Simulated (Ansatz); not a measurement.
**WS2: density, localisation and related maps**

```
CELL_PARAMETERS angstrom
3.14578 0.00000 0.00000
-1.57289 2.72432 0.00000
0.00000 0.00000 16.95342
ATOMIC_POSITIONS crystal
W 0.33333 0.66667 0.00000
S 0.66667 0.33333 0.90979
S 0.66667 0.33333 0.09464
```

Space group P3m1; a structure from a database of computed crystals, not necessarily the ambient phase; changed on purpose from its base cell (all S atoms moved +0.037 Å, as atom 2 towards its neighbour atom 3 (S) at 3.134 A); not relaxed (largest force 1.3 eV/Å).

Level of theory: DFT PBEsol, scalar-relativistic, plane waves, PAW in Ansatz 0.2.0.

Core electrons are frozen (PAW), and the valence fields are smoothed inside the atomic spheres.

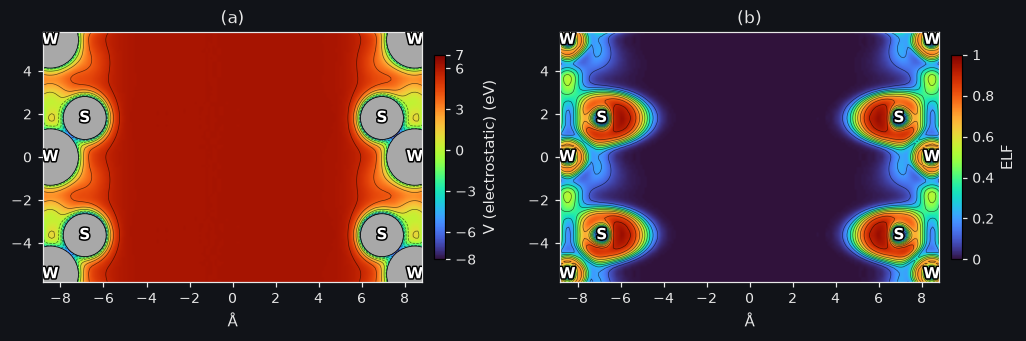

Figure 1. (a) electrostatic potential energy of an electron; (b) ELF on the (110) plane of the conventional cell. Grey discs cover the atomic cores in the potential map.

Question: Describe what can be read from this map.

Answer: The plane passes through W and S nuclei. W–S (2.37 Å): the ELF peaks at about 0.85 in the valence shell of S, 0.8 Å from its nucleus, and is about 0.50 at the midpoint. W–S (2.42 Å): the ELF peaks at about 0.85 in the valence shell of S, 0.8 Å from its nucleus, and is about 0.50 at the midpoint. The features right at W lie inside the PAW spheres, where the map follows smoothed inner orbitals and isn't to be read closely. Outside the cores the potential energy rises away from the atoms and is highest about 2.8 Å from the nearest atoms; its zero is arbitrary.

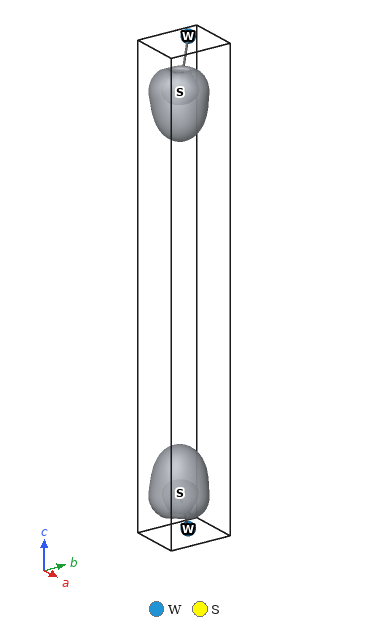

Figure 2. Isosurface of the electron localisation function at 0.75 (grey), seen slightly off an axis. Core shells and regions of very low density are left out. Sticks mark near contacts.

Question: What do the ELF domains correspond to?

Answer: The ELF exceeds this value in two regions wrapped around S (the valence shell of each), counted in one cell of 3 atoms. Any copies at cell faces, edges or corners count once.

Question: Does the calculation make it a metal, or give it a gap?

Answer: It is gapped, with a Kohn–Sham gap of 1.9 eV on the k-point mesh (the band edges may lie off the mesh, which would make the gap smaller).
